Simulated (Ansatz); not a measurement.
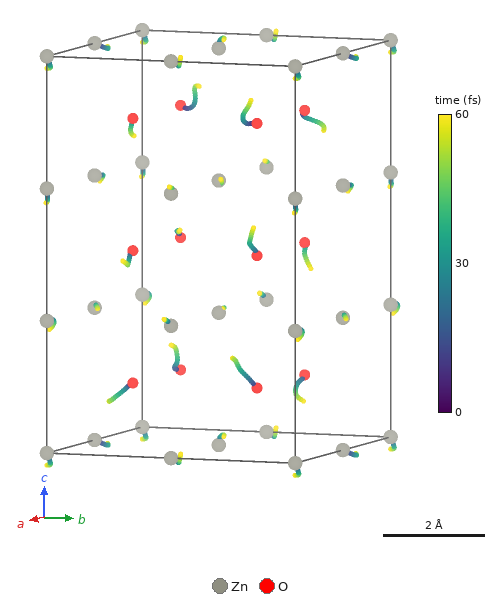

A Born-Oppenheimer molecular dynamics run of a 24-atom cell of ZnO (built on the CsCl type), 60 fs long. Dots mark each atom's position at evenly spaced times, coloured by time; spheres stand at the starting positions. Seen slightly off an axis in the simulation cell.

All numbers below come from DFT, PBE, plane waves, PAW (Ansatz 0.2.0). Settings: plane-wave cutoff 420 eV; k-point mesh 4 × 4 × 2; Fermi-Dirac smearing 0.086 eV; Langevin thermostat (NVT); set temperature 1000 K; time step 3 fs.

**Describe the motion.**

In the second half of the run the atoms are, in the root-mean-square, this far from where they began (common drift taken out): O 0.47 Å, Zn 0.21 Å. The potential energy sinks well below that of the force-free first frame, so the starting arrangement isn't stable at these settings: the atoms shift into a lower-energy one. Over the second half the temperature averages 1269 K (spread ±157 K). The temperature is still climbing (849 K in the second quarter, 1356 K in the last), so the run isn't equilibrated. The potential energy is still drifting at the end, so the run hasn't reached equilibrium. The potential energy in the second half lies on average 44.3 meV per atom below the first frame.

The run took 6.4 min on 4 threads of Arm Neoverse V1 (shared host), peak memory 1.3 GiB.
